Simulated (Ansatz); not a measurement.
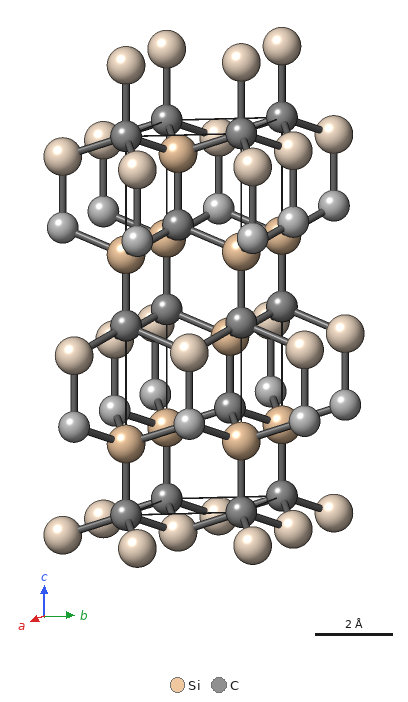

**Figure 1.** The structure as given in the input (ball-and-stick view of the cell of the calculation, seen slightly off an axis; neighbours outside the cell are drawn fainter). Near neighbours in the crystal (not all of them lie inside the picture): Si has 4 C at 1.88 to 1.89 Å; C has 4 Si at 1.88 to 1.89 Å.

## SiC: geometry relaxation (part 1 of 2)

SiC (P6₃mc, 8 atoms in the cell), computed with DFT, PBE, plane waves, PAW, no spin polarisation (Ansatz 0.2.0).

The structure derives from a Materials Project entry.

Log
```
Engine: ansatz 0.2.0, aarch64-unknown-linux-gnu
Pseudopotentials: kind: paw
Pseudopotential: Si, paw, valence charge 4, recommended cutoff 420 eV (normal), Si.paw.azcp
Pseudopotential: C, paw, valence charge 4, recommended cutoff 420 eV (normal), C.paw.azcp
Functional definition: PBE
  parameter kappa = 0.804
  parameter beta = 0.06672455060314922
  exchange = pbe_x(kappa = kappa, mu = beta*pi^2/3)
  correlation = pbe_c(beta = beta)
Crystal: 8 atoms, lattice volume = 82.504 Å³
Basis set: ecut = 420 eV, 1605 PW (Γ), exchange–correlation on 54×54×180 points (8 copies of the dense FFT grid, shifted against one another)
Bands: 24, of which v1, the nominal top of the filled ones, is band 16 counted from 1 (15 counted from 0)
Symmetry: 12 space group operations
Space group: P63mc (ITA 186), of the structure as read, at distance tolerance 4.4e-5 Å
k-points: 57 of 576 (time reversal used)
Non-local potential: Si, projectors of the file, l = 0: 2, l = 1: 2, l = 2: 2
Non-local potential: C, projectors of the file, l = 0: 2, l = 1: 2, l = 2: 1
PAW form: soft (Blöchl's): semilocal exchange-correlation on the pseudo side does not see the compensation charge
PAW one-centre angular grid: Si, 110 points (default); XC on 64 Gauss nodes
PAW one-centre angular grid: C, 110 points (default); XC on 64 Gauss nodes
Initial density: superposition of atomic densities (neutral atoms: chi_scale 0, normalization atom), corrected by the library's trained network
Initial wavefunctions: pseudopotential atomic-orbital guess
Functional: x = pbe(κ = 0.804, μ = 0.2195149727645171), c = pbe(β = 0.06672455060314922)
SCF iter   1: F=—  HF=-3548.628676 eV  |F-HF|=—  |Δ(HF+E_count)|=         —  Δρ=2.69e-3  dr2=6.38e-3  ethr=1.77e-3  ⟨swp⟩=6.4  Hψ=7622  notcnv=0  defer=2
preconditioner: auto → none  [insulator: Δε(μ)=2.199 eV  Ē_g=11.957 eV  σ=0.020 eV  W_gap=1.00  n_scr=6 (ndim 8)  ℏωp=23.1 eV  f_vac=0.000  D(μ)=0.00/eV (n_scr^D=0)  ε∞_Penn≈4.7]
SCF iter   2: F=—  HF=-3548.628338 eV  |F-HF|=—  |Δ(HF+E_count)|=   3.38e-4  Δρ=7.62e-4  dr2=2.35e-4  ethr=1.99e-5  ⟨swp⟩=2.3  Hψ=2854  notcnv=0  defer=163
SCF iter   3: F=—  HF=-3548.628546 eV  |F-HF|=—  |Δ(HF+E_count)|=   2.08e-4  Δρ=3.03e-4  dr2=3.19e-5  ethr=7.34e-7  ⟨swp⟩=2.4  Hψ=2158  notcnv=0  defer=163
SCF iter   4: F=—  HF=-3548.628600 eV  |F-HF|=—  |Δ(HF+E_count)|=   5.40e-5  Δρ=4.54e-5  dr2=2.88e-6  ethr=9.96e-8  ⟨swp⟩=2.0  Hψ=2043  notcnv=0  defer=163
SCF iter   5: F=—  HF=-3548.628601 eV  |F-HF|=—  |Δ(HF+E_count)|=   3.48e-7  Δρ=1.49e-5  dr2=2.10e-7  ethr=9.01e-9  ⟨swp⟩=2.0  Hψ=1826  notcnv=0  defer=163
SCF iter   6: F=-3548.628601 eV  HF=-3548.628601 eV  |F-HF|=1.21e-8  |Δ(HF+E_count)|=   1.49e-7  Δρ=4.07e-6  dr2=8.26e-9  ethr=3.13e-10  ⟨swp⟩=9.2  Hψ=6285  notcnv=0
SCF 1 converged in 6 iterations: F = -3548.628601 eV  dr2 = 8.26e-9
  greatest PAW one-centre occupation: 0.646 electrons in one spin orbital (limit 2), on the C atom at site 5 (counted from 0), in its partial waves of l = 0
relax step   1: F+E_penalty+E_count = -3548.62860069 eV  Δ(F+E_penalty+E_count) = +0.000e0 eV  max|allowed force component| = 6.175e-3 eV/Å  Δτ_max = 0.0000 Å  P = +3.921 GPa  Ω = 82.504 Å³  (6 SCF iters, dr2 threshold 1.00e-7 eV, accepted)
Crystal: 8 atoms, lattice volume = 83.284 Å³
Initial density: handed on by an earlier stage of this run
Initial wavefunctions: those handed on with the density
iter 1 solved again at ethr=1.83e-5 eV; its pass at ethr=3.10e-3 eV (dr2=5.87e-3 eV) is discarded
SCF iter   1: F=—  HF=-3548.642813 eV  |F-HF|=—  |Δ(HF+E_count)|=         —  Δρ=2.34e-3  dr2=5.64e-3  ethr=1.83e-5  ⟨swp⟩=2.9  Hψ=6720  notcnv=0
preconditioner: auto → none  [insulator: Δε(μ)=2.201 eV  Ē_g=11.887 eV  σ=0.020 eV  W_gap=1.00  n_scr=6 (ndim 8)  ℏωp=23.0 eV  f_vac=0.000  D(μ)=0.00/eV (n_scr^D=0)  ε∞_Penn≈4.7]
SCF iter   2: F=—  HF=-3548.641081 eV  |F-HF|=—  |Δ(HF+E_count)|=   1.73e-3  Δρ=4.00e-4  dr2=1.67e-4  ethr=1.76e-5  ⟨swp⟩=2.2  Hψ=2480  notcnv=0
SCF iter   3: F=—  HF=-3548.641047 eV  |F-HF|=—  |Δ(HF+E_count)|=   3.40e-5  Δρ=1.20e-4  dr2=9.70e-6  ethr=5.21e-7  ⟨swp⟩=2.5  Hψ=2312  notcnv=0
iter 4 did not close the SCF: its close was put off for the readings that it lacked (scf_convergence_deferred on its scf_iter line)
SCF iter   4: F=-3548.641047 eV  HF=-3548.641048 eV  |F-HF|=5.39e-8  |Δ(HF+E_count)|=   6.18e-7  Δρ=1.56e-5  dr2=2.19e-7  ethr=3.03e-8  ⟨swp⟩=2.1  Hψ=2289  notcnv=0
iter 5 did not close the SCF: its close was put off for the readings that it lacked (scf_convergence_deferred on its scf_iter line)
SCF iter   5: F=-3548.641048 eV  HF=-3548.641048 eV  |F-HF|=1.66e-8  |Δ(HF+E_count)|=   4.15e-8  Δρ=5.09e-6  dr2=3.58e-8  ethr=6.85e-10  ⟨swp⟩=2.3  Hψ=2111  notcnv=0
SCF iter   6: F=-3548.641048 eV  HF=-3548.641048 eV  |F-HF|=2.16e-9  |Δ(HF+E_count)|=   2.70e-9  Δρ=1.66e-6  dr2=4.00e-9  ethr=1.12e-10  ⟨swp⟩=2.1  Hψ=4167  notcnv=0
SCF 2 converged in 6 iterations: F = -3548.641048 eV  dr2 = 4.00e-9
  greatest PAW one-centre occupation: 0.645 electrons in one spin orbital (limit 2), on the C atom at site 5 (counted from 0), in its partial waves of l = 0
relax step   2: F+E_penalty+E_count = -3548.64104755 eV  Δ(F+E_penalty+E_count) = -1.245e-2 eV  max|allowed force component| = 5.820e-3 eV/Å  Δτ_max = 0.0002 Å  P = +1.779 GPa  Ω = 83.284 Å³  energy of the carried Pulay correction = -1.398e-3 eV  (6 SCF iters, dr2 threshold 8.00e-7 eV, accepted)
Crystal: 8 atoms, lattice volume = 83.945 Å³
Basis set: ecut = 420 eV, 1629 PW (Γ), exchange–correlation on 54×54×180 points (8 copies of the dense FFT grid, shifted against one another)
iter 1 solved again at ethr=1.29e-5 eV; its pass at ethr=3.10e-3 eV (dr2=4.13e-3 eV) is discarded
SCF iter   1: F=—  HF=-3548.644834 eV  |F-HF|=—  |Δ(HF+E_count)|=         —  Δρ=1.95e-3  dr2=3.96e-3  ethr=1.29e-5  ⟨swp⟩=2.8  Hψ=6628  notcnv=0
preconditioner: auto → none  [insulator: Δε(μ)=2.201 eV  Ē_g=11.832 eV  σ=0.020 eV  W_gap=1.00  n_scr=6 (ndim 8)  ℏωp=22.9 eV  f_vac=0.000  D(μ)=0.00/eV (n_scr^D=0)  ε∞_Penn≈4.8]
SCF iter   2: F=—  HF=-3548.643623 eV  |F-HF|=—  |Δ(HF+E_count)|=   1.21e-3  Δρ=3.33e-4  dr2=1.17e-4  ethr=1.24e-5  ⟨swp⟩=2.2  Hψ=2225  notcnv=0
SCF iter   3: F=—  HF=-3548.643598 eV  |F-HF|=—  |Δ(HF+E_count)|=   2.56e-5  Δρ=9.97e-5  dr2=6.85e-6  ethr=3.65e-7  ⟨swp⟩=2.5  Hψ=2304  notcnv=0
iter 4 did not close the SCF: its close was put off for the readings that it lacked (scf_convergence_deferred on its scf_iter line)
SCF iter   4: F=-3548.643598 eV  HF=-3548.643598 eV  |F-HF|=1.05e-8  |Δ(HF+E_count)|=   4.52e-7  Δρ=1.26e-5  dr2=1.24e-7  ethr=2.14e-8  ⟨swp⟩=2.1  Hψ=2289  notcnv=0
iter 5 did not close the SCF: its close was put off for the readings that it lacked (scf_convergence_deferred on its scf_iter line)
SCF iter   5: F=-3548.643598 eV  HF=-3548.643598 eV  |F-HF|=4.50e-9  |Δ(HF+E_count)|=   3.61e-8  Δρ=3.78e-6  dr2=1.51e-8  ethr=3.88e-10  ⟨swp⟩=2.2  Hψ=2136  notcnv=0
SCF iter   6: F=-3548.643598 eV  HF=-3548.643598 eV  |F-HF|=2.02e-9  |Δ(HF+E_count)|=   3.75e-9  Δρ=1.14e-6  dr2=2.83e-9  ethr=4.72e-11  ⟨swp⟩=2.1  Hψ=3948  notcnv=0
SCF 3 converged in 6 iterations: F = -3548.643598 eV  dr2 = 2.83e-9
  greatest PAW one-centre occupation: 0.644 electrons in one spin orbital (limit 2), on the C atom at site 5 (counted from 0), in its partial waves of l = 0
relax step   3: F+E_penalty+E_count = -3548.64359809 eV  Δ(F+E_penalty+E_count) = -2.551e-3 eV  max|allowed force component| = 2.601e-4 eV/Å  Δτ_max = 0.0002 Å  P = +0.040 GPa  Ω = 83.945 Å³  energy of the carried Pulay correction = -2.571e-3 eV  (6 SCF iters, dr2 threshold 8.00e-7 eV, accepted)
Crystal: 8 atoms, lattice volume = 83.960 Å³
iter 1 solved again at ethr=1.12e-8 eV; its pass at ethr=3.10e-3 eV (dr2=3.58e-6 eV) is discarded
SCF iter   1: F=—  HF=-3548.643577 eV  |F-HF|=—  |Δ(HF+E_count)|=         —  Δρ=7.69e-5  dr2=4.45e-6  ethr=1.12e-8  ⟨swp⟩=2.0  Hψ=7069  notcnv=0
preconditioner: auto → none  [insulator: Δε(μ)=2.225 eV  Ē_g=11.841 eV  σ=0.020 eV  W_gap=1.00  n_scr=6 (ndim 8)  ℏωp=22.9 eV  f_vac=0.000  D(μ)=0.00/eV (n_scr^D=0)  ε∞_Penn≈4.7]
SCF iter   2: F=—  HF=-3548.643574 eV  |F-HF|=—  |Δ(HF+E_count)|=   2.95e-6  Δρ=2.79e-5  dr2=4.06e-7  ethr=1.12e-8  ⟨swp⟩=2.4  Hψ=2232  notcnv=0
SCF iter   3: F=—  HF=-3548.643574 eV  |F-HF|=—  |Δ(HF+E_count)|=   7.28e-8  Δρ=6.72e-6  dr2=3.30e-8  ethr=1.27e-9  ⟨swp⟩=2.7  Hψ=2404  notcnv=0
iter 4 did not close the SCF: its close was put off for the readings that it lacked (scf_convergence_deferred on its scf_iter line)
SCF iter   4: F=-3548.643574 eV  HF=-3548.643574 eV  |F-HF|=1.40e-9  |Δ(HF+E_count)|=   1.20e-9  Δρ=2.57e-6  dr2=4.39e-9  ethr=1.03e-10  ⟨swp⟩=2.0  Hψ=1932  notcnv=0
iter 5 did not close the SCF: its close was put off for the readings that it lacked (scf_convergence_deferred on its scf_iter line)
SCF iter   5: F=-3548.643574 eV  HF=-3548.643574 eV  |F-HF|=1.84e-10  |Δ(HF+E_count)|=  2.71e-10  Δρ=8.55e-7  dr2=1.95e-10  ethr=1.37e-11  ⟨swp⟩=2.0  Hψ=1871  notcnv=0
SCF iter   6: F=-3548.643574 eV  HF=-3548.643574 eV  |F-HF|=2.73e-12  |Δ(HF+E_count)|=  2.04e-10  Δρ=1.12e-7  dr2=4.44e-12  ethr=1.00e-12  ⟨swp⟩=1.0  Hψ=3826  notcnv=0
SCF 4 converged in 6 iterations: F = -3548.643574 eV  dr2 = 4.44e-12
relax step   4: F+E_penalty+E_count = -3548.64357386 eV  Δ(F+E_penalty+E_count) = +2.424e-5 eV  max|allowed force component| = 3.412e-3 eV/Å  Δτ_max = 0.0002 Å  P = +0.000 GPa  Ω = 83.960 Å³  energy of the carried Pulay correction = -2.598e-3 eV  (6 SCF iters, dr2 threshold 1.66e-8 eV, accepted)
iter 1 solved again at ethr=1.60e-9 eV; its pass at ethr=3.10e-3 eV (dr2=5.10e-7 eV) is discarded
SCF iter   1: F=—  HF=-3548.643580 eV  |F-HF|=—  |Δ(HF+E_count)|=         —  Δρ=3.13e-5  dr2=6.71e-7  ethr=1.60e-9  ⟨swp⟩=2.5  Hψ=7455  notcnv=0
preconditioner: auto → none  [insulator: Δε(μ)=2.224 eV  Ē_g=11.841 eV  σ=0.020 eV  W_gap=1.00  n_scr=6 (ndim 8)  ℏωp=22.9 eV  f_vac=0.000  D(μ)=0.00/eV (n_scr^D=0)  ε∞_Penn≈4.7]
SCF iter   2: F=—  HF=-3548.643579 eV  |F-HF|=—  |Δ(HF+E_count)|=   1.80e-6  Δρ=1.30e-5  dr2=9.13e-8  ethr=1.60e-9  ⟨swp⟩=2.6  Hψ=2199  notcnv=0
SCF iter   3: F=—  HF=-3548.643579 eV  |F-HF|=—  |Δ(HF+E_count)|=   7.88e-9  Δρ=4.04e-6  dr2=2.25e-8  ethr=2.85e-10  ⟨swp⟩=2.4  Hψ=2139  notcnv=0
iter 4 did not close the SCF: its close was put off for the readings that it lacked (scf_convergence_deferred on its scf_iter line)
SCF iter   4: F=-3548.643579 eV  HF=-3548.643579 eV  |F-HF|=3.36e-10  |Δ(HF+E_count)|=   4.46e-9  Δρ=1.40e-6  dr2=4.93e-10  ethr=7.03e-11  ⟨swp⟩=2.0  Hψ=1883  notcnv=0
iter 5 did not close the SCF: its close was put off for the readings that it lacked (scf_convergence_deferred on its scf_iter line)
SCF iter   5: F=-3548.643579 eV  HF=-3548.643579 eV  |F-HF|=7.28e-12  |Δ(HF+E_count)|=  3.83e-10  Δρ=1.63e-7  dr2=1.95e-11  ethr=1.54e-12  ⟨swp⟩=2.7  Hψ=2338  notcnv=0
SCF iter   6: F=-3548.643579 eV  HF=-3548.643579 eV  |F-HF|=1.82e-12  |Δ(HF+E_count)|=    0.00e0  Δρ=3.09e-8  dr2=4.38e-13  ethr=1.00e-12  ⟨swp⟩=1.5  Hψ=3048  notcnv=0
SCF 5 converged in 6 iterations: F = -3548.643579 eV  dr2 = 4.38e-13
relax step   5: F+E_penalty+E_count = -3548.64357863 eV  Δ(F+E_penalty+E_count) = -4.772e-6 eV  max|allowed force component| = 3.008e-4 eV/Å  Δτ_max = 0.0002 Å  P = -0.000 GPa  Ω = 83.960 Å³  energy of the carried Pulay correction = -2.598e-3 eV  (6 SCF iters, dr2 threshold 1.24e-8 eV, accepted)
Initial wavefunctions: pseudopotential atomic-orbital guess (no wavefunctions were taken with the density)
iter 1 solved again at ethr=7.69e-8 eV; its pass at ethr=3.10e-3 eV (dr2=2.46e-5 eV) is discarded
SCF iter   1: F=—  HF=-3548.646397 eV  |F-HF|=—  |Δ(HF+E_count)|=         —  Δρ=7.98e-5  dr2=8.65e-7  ethr=7.69e-8  ⟨swp⟩=3.0  Hψ=11543  notcnv=0
SCF iter   2: F=—  HF=-3548.646397 eV  |F-HF|=—  |Δ(HF+E_count)|=   1.60e-7  Δρ=3.92e-5  dr2=1.60e-7  ethr=2.70e-9  ⟨swp⟩=2.6  Hψ=2256  notcnv=0
SCF iter   3: F=—  HF=-3548.646398 eV  |F-HF|=—  |Δ(HF+E_count)|=   5.43e-7  Δρ=7.20e-6  dr2=6.59e-9  ethr=4.99e-10  ⟨swp⟩=2.2  Hψ=2280  notcnv=0
SCF iter   4: F=—  HF=-3548.646398 eV  |F-HF|=—  |Δ(HF+E_count)|=   1.97e-8  Δρ=5.13e-7  dr2=1.44e-10  ethr=2.06e-11  ⟨swp⟩=2.0  Hψ=2280  notcnv=0
iter 5 did not close the SCF: its close was put off for the readings that it lacked (scf_convergence_deferred on its scf_iter line)
SCF iter   5: F=-3548.646398 eV  HF=-3548.646398 eV  |F-HF|=5.37e-11  |Δ(HF+E_count)|=  7.55e-11  Δρ=1.94e-7  dr2=7.19e-11  ethr=1.00e-12  ⟨swp⟩=2.0  Hψ=1885  notcnv=0
SCF iter   6: F=-3548.646398 eV  HF=-3548.646398 eV  |F-HF|=9.09e-13  |Δ(HF+E_count)|=  1.18e-11  Δρ=2.96e-8  dr2=2.94e-13  ethr=1.00e-12  ⟨swp⟩=2.9  Hψ=4492  notcnv=0
SCF 6 converged in 6 iterations: F = -3548.646398 eV  dr2 = 2.94e-13
relax step   6: F+E_penalty+E_count = -3548.64639805 eV  Δ(F+E_penalty+E_count) = -2.819e-3 eV  max|allowed force component| = 2.819e-4 eV/Å  Δτ_max = 0.0000 Å  P = +0.056 GPa  Ω = 83.960 Å³  stress off target by 5.78e-2 GPa  SCF on the basis re-selected at this cell (its energy is not comparable with the rows above)  (6 SCF iters)
basis re-selected at this cell: Δ(F+E_penalty+E_count) = -2.819e-3 eV, ΔP = +0.056 GPa vs the last step (what re-selecting the basis moved, of the pressure what is left beyond the Pulay correction that the steps carried, after the strain that the cell walked since its last selection, with what the two solves' SCF thresholds leave and, on support functions, any second-order correction that the steps lacked; it is no measure of the basis error at this ecutwfc). This SCF's stress stands 5.78e-2 GPa from its target on what of the cell is left free (relax.cell.stress_tol is 5.00e-2 GPa) and its largest allowed force component is 2.82e-4 eV/Å (relax.f_tol is 5.00e-3 eV/Å): not within both, so this SCF does not close the relaxation
Crystal: 8 atoms, lattice volume = 83.982 Å³
iter 1 solved again at ethr=1.37e-8 eV; its pass at ethr=3.10e-3 eV (dr2=4.38e-6 eV) is discarded
SCF iter   1: F=—  HF=-3548.646366 eV  |F-HF|=—  |Δ(HF+E_count)|=         —  Δρ=6.34e-5  dr2=4.18e-6  ethr=1.37e-8  ⟨swp⟩=1.0  Hψ=6276  notcnv=0
preconditioner: auto → none  [insulator: Δε(μ)=2.223 eV  Ē_g=11.839 eV  σ=0.020 eV  W_gap=1.00  n_scr=6 (ndim 8)  ℏωp=22.9 eV  f_vac=0.000  D(μ)=0.00/eV (n_scr^D=0)  ε∞_Penn≈4.7]
SCF iter   2: F=—  HF=-3548.646363 eV  |F-HF|=—  |Δ(HF+E_count)|=   2.94e-6  Δρ=1.09e-5  dr2=1.26e-7  ethr=1.31e-8  ⟨swp⟩=2.2  Hψ=2086  notcnv=0
iter 3 did not close the SCF: its close was put off for the readings that it lacked (scf_convergence_deferred on its scf_iter line)
SCF iter   3: F=-3548.646363 eV  HF=-3548.646363 eV  |F-HF|=1.56e-10  |Δ(HF+E_count)|=   2.53e-8  Δρ=3.23e-6  dr2=7.15e-9  ethr=3.93e-10  ⟨swp⟩=2.6  Hψ=2354  notcnv=0
iter 4 did not close the SCF: its close was put off for the readings that it lacked (scf_convergence_deferred on its scf_iter line)
SCF iter   4: F=-3548.646363 eV  HF=-3548.646363 eV  |F-HF|=1.21e-10  |Δ(HF+E_count)|=  4.31e-10  Δρ=4.95e-7  dr2=2.64e-10  ethr=2.24e-11  ⟨swp⟩=2.1  Hψ=2292  notcnv=0
iter 5 did not close the SCF: its close was put off for the readings that it lacked (scf_convergence_deferred on its scf_iter line)
SCF iter   5: F=-3548.646363 eV  HF=-3548.646363 eV  |F-HF|=1.18e-11  |Δ(HF+E_count)|=  5.00e-12  Δρ=1.58e-7  dr2=3.13e-11  ethr=1.00e-12  ⟨swp⟩=2.1  Hψ=1956  notcnv=0
SCF iter   6: F=-3548.646363 eV  HF=-3548.646363 eV  |F-HF|=2.27e-12  |Δ(HF+E_count)|=  5.46e-12  Δρ=5.29e-8  dr2=3.58e-12  ethr=1.00e-12  ⟨swp⟩=2.0  Hψ=3341  notcnv=0
SCF 7 converged in 6 iterations: F = -3548.646363 eV  dr2 = 3.58e-12
relax step   7: F+E_penalty+E_count = -3548.64636301 eV  Δ(F+E_penalty+E_count) = +3.504e-5 eV  max|allowed force component| = 9.851e-5 eV/Å  Δτ_max = 0.0000 Å  P = +0.001 GPa  Ω = 83.982 Å³  energy of the carried Pulay correction = -3.893e-5 eV  (6 SCF iters, dr2 threshold 8.36e-9 eV, accepted)
iter 1 solved again at ethr=7.72e-8 eV; its pass at ethr=3.10e-3 eV (dr2=2.47e-5 eV) is discarded
SCF iter   1: F=—  HF=-3548.646419 eV  |F-HF|=—  |Δ(HF+E_count)|=         —  Δρ=1.81e-6  dr2=7.56e-10  ethr=7.72e-8  ⟨swp⟩=3.0  Hψ=11546  notcnv=0
eigensolver tolerance schedule: the retry pair's looser diagonalisation over-reported the residual by 32675.67 of it (diagonalisation noise at 4.37 of the residual, at the tolerance the schedule requests for it); recorded, not acted on — ethr = c·dr2/N_el stays at c = 1.0e-1
preconditioner: auto → none  [insulator: Δε(μ)=2.224 eV  Ē_g=11.839 eV  σ=0.020 eV  W_gap=1.00  n_scr=6 (ndim 8)  ℏωp=22.9 eV  f_vac=0.000  D(μ)=0.00/eV (n_scr^D=0)  ε∞_Penn≈4.7]
SCF iter   2: F=—  HF=-3548.646417 eV  |F-HF|=—  |Δ(HF+E_count)|=   1.84e-6  Δρ=9.76e-7  dr2=2.17e-10  ethr=2.36e-12  ⟨swp⟩=3.6  Hψ=3362  notcnv=0
iter 3 did not close the SCF: its close was put off for the readings that it lacked (scf_convergence_deferred on its scf_iter line)
SCF iter   3: F=-3548.646417 eV  HF=-3548.646417 eV  |F-HF|=1.15e-10  |Δ(HF+E_count)|=  1.78e-10  Δρ=5.73e-7  dr2=4.58e-11  ethr=1.00e-12  ⟨swp⟩=1.8  Hψ=1737  notcnv=0
iter 4 did not close the SCF: its close was put off for the readings that it lacked (scf_convergence_deferred on its scf_iter line)
SCF iter   4: F=-3548.646417 eV  HF=-3548.646417 eV  |F-HF|=4.55e-12  |Δ(HF+E_count)|=  1.26e-10  Δρ=6.25e-8  dr2=7.50e-12  ethr=1.00e-12  ⟨swp⟩=1.0  Hψ=1368  notcnv=0
iter 5 did not close the SCF: its close was put off for the readings that it lacked (scf_convergence_deferred on its scf_iter line)
SCF iter   5: F=-3548.646417 eV  HF=-3548.646417 eV  |F-HF|=0.00e0  |Δ(HF+E_count)|=  1.82e-12  Δρ=2.40e-8  dr2=8.08e-13  ethr=1.00e-12  ⟨swp⟩=1.0  Hψ=1368  notcnv=0
iter 6 did not close the SCF: its close was put off for the readings that it lacked (scf_convergence_deferred on its scf_iter line)
SCF iter   6: F=-3548.646417 eV  HF=-3548.646417 eV  |F-HF|=4.55e-13  |Δ(HF+E_count)|=    0.00e0  Δρ=1.33e-8  dr2=1.28e-13  ethr=1.00e-12  ⟨swp⟩=1.0  Hψ=1368  notcnv=0
SCF iter   7: F=-3548.646417 eV  HF=-3548.646417 eV  |F-HF|=1.36e-12  |Δ(HF+E_count)|=  1.82e-12  Δρ=3.82e-9  dr2=6.30e-15  ethr=1.00e-12  ⟨swp⟩=1.8  Hψ=3145  notcnv=0
SCF 8 converged in 7 iterations: F = -3548.646417 eV  dr2 = 6.30e-15
relax step   8: F+E_penalty+E_count = -3548.64641703 eV  Δ(F+E_penalty+E_count) = -5.402e-5 eV  max|allowed force component| = 1.071e-4 eV/Å  Δτ_max = 0.0000 Å  P = +0.001 GPa  Ω = 83.982 Å³  stress off target by 1.75e-3 GPa  SCF on the basis re-selected at this cell (its energy is not comparable with the rows above)  (7 SCF iters)
```
